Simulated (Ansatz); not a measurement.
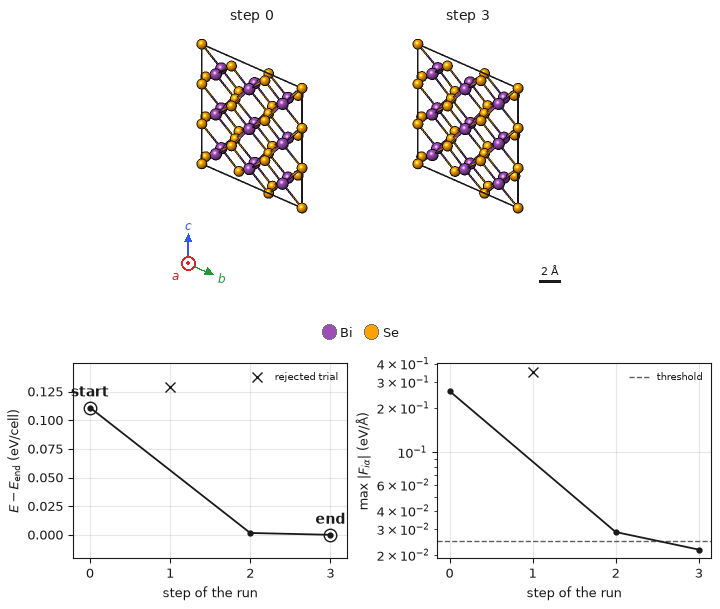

First and last geometry of a relaxation of a defect cell of composition Bi$_{9}$Se$_{13}$, with the history of the run. A ball-and-stick model of the cell of the calculation, seen along the a axis.

Case: Se vacancy (site a), charge +0, atoms relaxed at the host's cell.

The calculation used DFT PBE, scalar-relativistic, plane waves, PAW in Ansatz 0.2.0. Set-up: plane-wave cutoff 420 eV; k-point mesh 2 × 2 × 2; occupations gaussian; smearing width 0.01 eV; mesh shifted by (0.5, 0.5, 0.5); no spin polarisation; atoms relaxed in a fixed cell; force threshold 0.025 eV/Å; at most 45 steps.

Q: Read the history and describe the run.

A: It converged. The largest moves, 0.10 Å, are those of Se atoms. By element the largest moves are Se 0.10 Å, Bi 0.09 Å. The cell stays as it was. Among the contacts that change: Bi–Se 2.879 → 2.856 Å, Bi–Se 3.108 → 3.091 Å, Bi–Se 2.879 → 2.885 Å. Bond angles that change, for instance: Bi–Se–Bi 93.4° → 90.2°, Bi–Se–Bi 95.2° → 92.1°, Se–Bi–Se 93.4° → 96.5°. The energy falls by 0.111 eV per cell of the calculation in 2 accepted moves (3 points after the start). The largest force component goes from 0.26 to 0.022 eV/Å. The line search rejected the trial step at point 1 of the run. Cost: 4.4 min on 4 threads of Oxide Virtual Turin-like Processor (Zen 5), with other jobs on the host, peak memory 7.6 GiB.

```csv
step,"E − E(0), meV/atom","largest force component, eV/Å",note
0,0.00,0.2608,
1,0.41,0.3505,rejected
2,-2.49,0.0287,
3,-2.53,0.0218,
```
